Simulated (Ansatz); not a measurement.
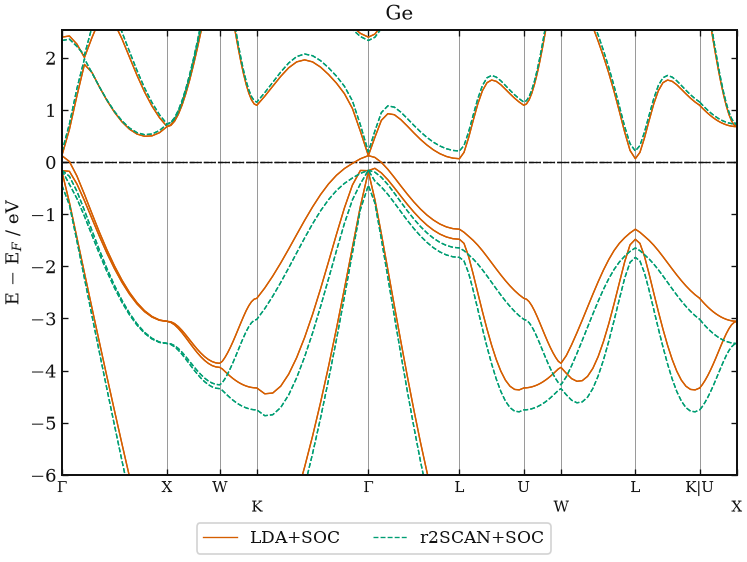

Band structures of diamond-type Ge, space group Fd-3m, 2 atoms in the primitive cell (cubic a = 5.658 Å), by two methods on the same cell. Each is counted from its own Fermi level.

What changes from one method to the other?

Answer. LDA+SOC gives a metal and r2SCAN+SOC gives a gap of 0.35 eV along the path. Over the top 3 filled bands the two differ by 0.38 eV on average.

Settings. LDA+SOC: Ansatz PAW, spin-orbit coupling, no magnetisation, 6×6×6 k mesh, 420 eV cutoff, Fermi-Dirac smearing of 0.05 eV (Ansatz 0.2.0). r2SCAN+SOC: Ansatz PAW, spin-orbit coupling, no magnetisation, 6×6×6 k mesh, 500 eV cutoff, Fermi-Dirac smearing of 0.05 eV (Ansatz 0.2.0).

The PAW data sets were made with another functional. r2SCAN+SOC: measured Ge has an indirect gap, with the conduction bottom at L. LDA, GGA and most meta-GGA functionals understate gaps. LDA+SOC: the bands overlap only a little at an even electron count, and semilocal functionals can close small gaps, so the real material need not be a metal. LDA+SOC: the k mesh is thin for a metal, so its Fermi level is uncertain by some hundredths of an eV.
